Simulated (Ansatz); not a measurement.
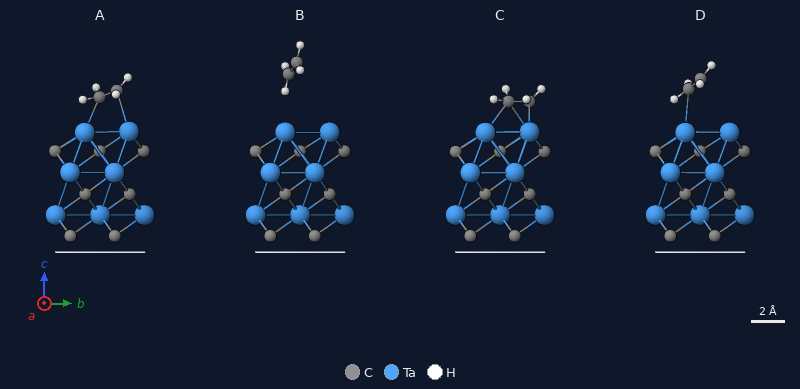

4 geometries from one constrained relaxation of a slab of composition Ta6H2C7 (cut from the Fm-3m phase), in shuffled order. A ball-and-stick model of the cell of the calculation, outlined in the plane, without the vacuum (origin shifted), seen along the a axis.

Case: 1 C2H4 a cell, tilted, over a top Ta site. The slab is the (1 1 1) face of TaC with C2H4 on it. 12 atoms are held fixed.

Method: DFT PBE+D3(BJ), scalar-relativistic, plane waves, PAW in Ansatz 0.2.0. (plane-wave cutoff 420 eV; k-point mesh 4 × 4 × 1; occupations gaussian; smearing width 0.1 eV; no spin polarisation; dipole correction; atoms relaxed in a fixed cell; force threshold 0.04 eV/Å; at most 100 steps)

### Order the frames from highest to lowest energy.

B, D, A, C. They are steps 0, 8, 15, 25, at +2.357 eV per cell of the calculation, +2.063 eV per cell of the calculation, +1.473 eV per cell of the calculation relative to the last. The atom that moves furthest is an H atom (3.84 Å at 46° to the normal (−c side)). Largest moves by element: H 3.84 Å, C 3.26 Å, Ta 0.11 Å. The cell doesn't change. Among the contacts that change: C–Ta 5.332 → 2.329 Å, C–Ta 4.785 → 2.473 Å, C–Ta 4.603 → 2.330 Å, C–Ta 3.585 → 2.473 Å. New bonds form: C–Ta (3.59 → 2.47 Å), C–Ta (4.60 → 2.33 Å), C–Ta (4.78 → 2.47 Å), C–Ta (5.33 → 2.33 Å). Among the angles between lasting bonds that change: H–C–H 119.5° → 104.7°, C–C–H 120.2° → 110.9°, Ta–C–Ta 93.8° → 89.5°. After 25 geometry steps the energy has fallen by 2.357 eV per cell of the calculation. Largest force component: 0.66 eV/Å at the start, 0.0041 eV/Å at the end.

Limits of the set-up: the periodic images lie only 6.3 Å apart, so the values are limited by the cell's size.
